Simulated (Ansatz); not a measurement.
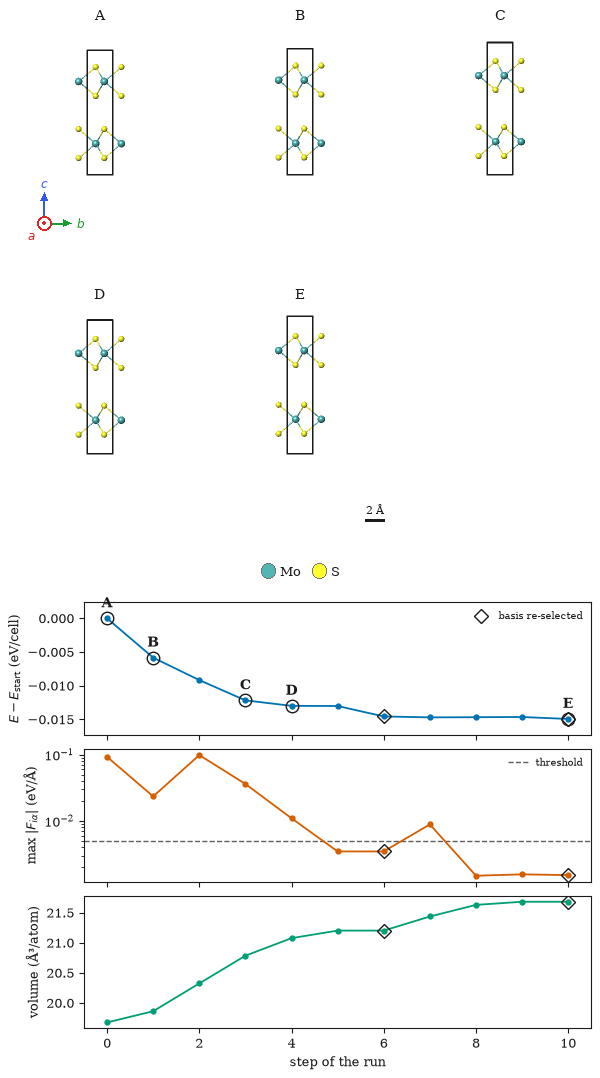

Frames of a relaxation of crystalline MoS₂ (set up in P6_3/mmc), marked on the history of the run. The picture is a ball-and-stick view of the cell of the calculation, seen along the a axis.

All numbers below come from Ansatz, DFT PBE, scalar-relativistic, plane waves, PAW.

Input file:
```yaml
crystal:
  lattice:
    - [3.1922379121, 0.0, 0.0]
    - [-1.5961189561, 2.7645591268, 0.0]
    - [0.0, 0.0, 13.378294]
  atoms:
    - { symbol: Mo, position: [0.66666667, 0.33333333, 0.25] }
    - { symbol: Mo, position: [0.33333333, 0.66666667, 0.75] }
    - { symbol: S, position: [0.66666667, 0.33333333, 0.633082] }
    - { symbol: S, position: [0.33333333, 0.66666667, 0.366918] }
    - { symbol: S, position: [0.66666667, 0.33333333, 0.866918] }
    - { symbol: S, position: [0.33333333, 0.66666667, 0.133082] }
basis:
  ecutwfc: 420
kpoints:
  mp_grid: { grid: [12, 12, 2] }
hamiltonian:
  xc: pbe
scf:
  occupations: { method: gaussian, width: 0.02 }
output:
  forces: true
  stress: true
  eigenvalues: true
relax:
  adjacent_minimum: "off"
  f_tol: 0.005
  max_steps: 80
  cell: { stress_tol: 0.05 }
```

Launched with:
```bash
ansatz run input.yaml --threads 4 --pin off --max-ram 10240MiB --backend cpu --events-out ev --progress --plain --runs-dir out
```

What happens along the run?

Over 8 accepted moves (10 points after the start) the energy falls by 14.9 meV per cell of the calculation. Largest force component: 0.093 eV/Å at the start, 0.0015 eV/Å at the end. Pressure: −0.54 GPa at the start and 0.00 GPa at the end. The SCF was repeated twice at an unchanged geometry on a basis and grid sized afresh for the cell, which shifted the energy by 1.5 meV per cell of the calculation at most. The largest moves relative to the cell, 0.17 Å, are those of S3, S4, S5 and S6. S3 goes along +c. Mo stays in place. The drawn cell changes as follows: a = b 3.192 → 3.185 Å (−0.2 %), c 13.378 → 14.808 Å (+10.7 %); the volume changes by +10.2 %. Near-neighbour distances that change, for instance: Mo1–S4 2.417 → 2.413 Å. The space group stays P6_3/mmc (No. 194). From step 0 to 1: S atoms move most (0.03 Å), volume +0.9 %, energy −5.8 meV per cell of the calculation. From step 1 to 3: S atoms move most (0.07 Å), volume +4.6 %, energy −6.3 meV per cell of the calculation. From step 3 to 4: S atoms move most (0.02 Å), volume +1.4 %, energy −0.8 meV per cell of the calculation. From step 4 to 10: S atoms move most (0.04 Å), volume +2.9 %, energy −1.9 meV per cell of the calculation.

| step | E − E(0), meV/atom | largest force component, eV/Å | pressure, GPa | volume, Å³/atom | note |
| --- | --- | --- | --- | --- | --- |
| 0 | 0.00 | 0.0926 | -0.54 | 19.678 |  |
| 1 | -0.97 | 0.0235 | 0.37 | 19.864 |  |
| 2 | -1.53 | 0.0986 | 0.49 | 20.326 |  |
| 3 | -2.03 | 0.0361 | 0.41 | 20.786 |  |
| 4 | -2.16 | 0.0110 | 0.06 | 21.078 |  |
| 5 | -2.17 | 0.0035 | 0.01 | 21.204 |  |
| 6 | -2.42 | 0.0035 | 0.02 | 21.204 | same geometry, new basis |
| 7 | -2.45 | 0.0089 | 0.04 | 21.438 |  |
| 8 | -2.44 | 0.0015 | -0.01 | 21.631 |  |
| 9 | -2.44 | 0.0016 | 0.01 | 21.683 |  |
| 10 | -2.49 | 0.0015 | 0.00 | 21.683 | same geometry, new basis |

Limits of the set-up: layers or molecules are held without a dispersion correction, so their spacing is unreliable.
